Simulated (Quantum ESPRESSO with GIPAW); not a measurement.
# SiC (Moissanite): how strain moves the 13C line

GIPAW runs (PBEsol, plane-wave PAW from pslibrary 1.0.0 recipes, cutoffs 55 and 330 Ry, one 10×10×6 mesh for all shielding runs; Quantum ESPRESSO with GIPAW, a patched development version; no spin-orbit coupling, no macroscopic shape term) on SiC (Moissanite), space group P6_3mc before straining. The cell below is strained in the basal plane, with the c axis held, and the atoms are relaxed in pw.x at each strain, zero included.

```
CELL_PARAMETERS angstrom
3.07600 0.00000 0.00000
-1.53800 2.66389 0.00000
0.00000 0.00000 5.04800
ATOMIC_POSITIONS crystal
Si 0.66667 0.33333 0.50459
Si 0.33333 0.66667 0.00459
C 0.66667 0.33333 0.88041
C 0.33333 0.66667 0.38041
```

The cell is an entry of the Crystallography Open Database; it need not be the form that is stable at ambient conditions.

The bonds are those of C (atom 3; CSi4). One row is withheld.

```
strain (%)  mean bond (Å)  σ_iso Si (ppm)  σ_iso C (ppm)  span C (ppm)
        -2         1.8618          354.47         147.36          16.7
      -1.5         1.8680          353.94         146.63          14.8
        -1         1.8742          353.39         145.81          12.9
         0         1.8868          352.20         143.87           9.4
      +0.5         1.8931               ?              ?             ?
        +1         1.8994          350.86         141.52           6.1
        +2         1.9120          349.35         138.78           3.0
```

**Task.** Fit σ_iso of C against strain, judge whether a straight line is enough, and predict the withheld row at +0.5 %.

1. With n = 6: Σx = -1.500, Σy = 863.97, Σx² = 12.2500, Σxy = -241.395.

2. Slope b = (nΣxy − ΣxΣy)/(nΣx² − (Σx)²) = -2.14 ppm per %, intercept a = (Σy − bΣx)/n = 143.46 ppm.

3. Residuals (run less line), in the order of the table: -0.38, -0.04, +0.21, +0.41, +0.20, -0.40 ppm. They bend in one sense; the largest is 4.8 % of the range of σ, so a quadratic term is needed: σ = 143.87 − 2.144 x − 0.199 x², with residuals of 0.01 ppm or less.

4. At +0.5 % (inside the fitted range) the line gives 142.39 ppm and the parabola 142.74 ppm.

5. The run gives:

```
strain (%)  mean bond (Å)  σ_iso Si (ppm)  σ_iso C (ppm)  span C (ppm)
      +0.5         1.8931          351.50         142.73           7.7
```

Prediction less run: the line misses by -0.34 ppm, the parabola by +0.01 ppm. By the parabola, a strain of +1 % changes σ of C by -2.34 ppm and one of −1 % by +1.95 ppm; the mean slope is -2.14 ppm per %, or 1.7 ppm for 0.01 Å of mean bond length. The shift moves the opposite way, scaled by the slope of a reference line. Over the table σ of Si goes from 354.47 to 349.35 ppm. Zero strain is the database's lattice with relaxed atoms, not this functional's rest cell, and neither cutoff nor mesh was tested for the slopes. The omitted shape term, common to all sites, changes with strain too. This build of gipaw.x prints that it is not audited and that its numbers are no references by themselves. The relaxations ran on cheaper settings and stop at small residual forces, which adds noise that small residuals can't be told from.

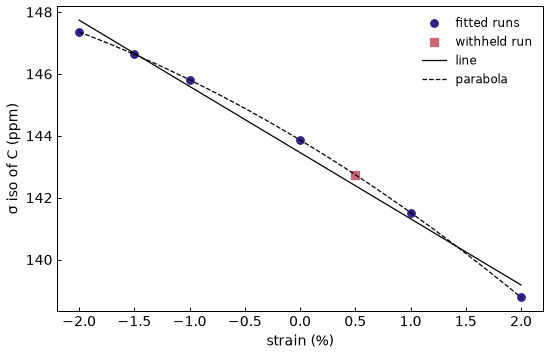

σ_iso of C against strain.

[Banner, clock, file and message-heading lines were taken out of the pw.x and gipaw.x logs.]

[Logs are printed without paths, hosts, clocks, repeated set-up lines and the standing remarks that a program may print on its own settings, such as how far it seeks lower states.]

[Hosts, paths, dates, database ids (printed as entryN), source tags and the programs' standing remarks are cut or masked in the printed files.]
